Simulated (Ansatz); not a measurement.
The calculation's input:

```
crystal:
  lattice:
    - [2.8685970563, 0.0, 0.0]
    - [-1.4342985281, 2.484277924, 0.0]
    - [0.0, 0.0, 4.633867565]
  atoms:
    - { symbol: Ti, position: [-0.0251737956, -0.0867089192, 0.0029237668] }
    - { symbol: Al, position: [0.3585071289, 0.7533755859, 0.4970762332] }
basis:
  ecutwfc: 500
kpoints:
  mp_grid: { grid: [12, 12, 8] }
hamiltonian:
  xc: r2scan
scf:
  occupations: { method: gaussian, width: 0.15 }
output:
  forces: true
  stress: true
  eigenvalues: true
  write_density: true
  write_potential: true
  elf: true
  volumetric_format: npy
```

Run with:

```sh
ansatz run input.yaml --threads 1 --pin off --max-ram 2560MiB --backend cpu --events-out ev --progress --plain --runs-dir out
```

Below, planes, directions and counts refer to the conventional cell (a = 2.87 Å, b = 2.87 Å, c = 4.63 Å, α = 90.00°, β = 90.00°, γ = 120.00°).

Space group P1; a structure from a database of computed crystals, not necessarily the ambient phase; changed on purpose from its base cell (all atoms moved at random, sigma 0.15 A a component); not relaxed (largest force 0.6 eV/Å); computed without spin polarisation.

The calculation used DFT r2SCAN, scalar-relativistic, plane waves, PAW in Ansatz 0.2.0.

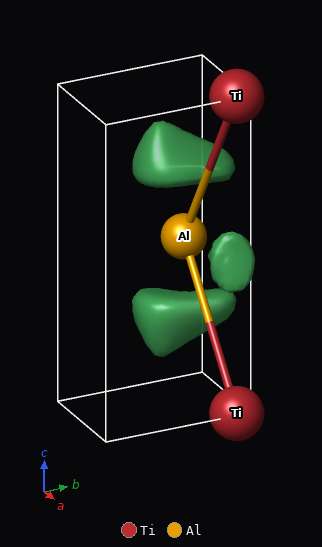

TiAl. Isosurface of the ELF at 0.7 (green), seen slightly off an axis. Core shells and regions of very low density are left out. Sticks mark near contacts.

> Describe the localisation domains.

At this value the surface marks out one region between bonded Al–Al atoms and two pockets between the atoms, centred on no nucleus (multi-centre or interstitial), counted in one cell of 2 atoms. Any copies at cell faces, edges or corners count once.

Values along the shortest contacts:
Ti–Al (2.68 Å): the ELF is about 0.40 at the midpoint. Ti–Ti (2.87 Å): the ELF is about 0.25 at the midpoint; no shared electron pair shows on this line.
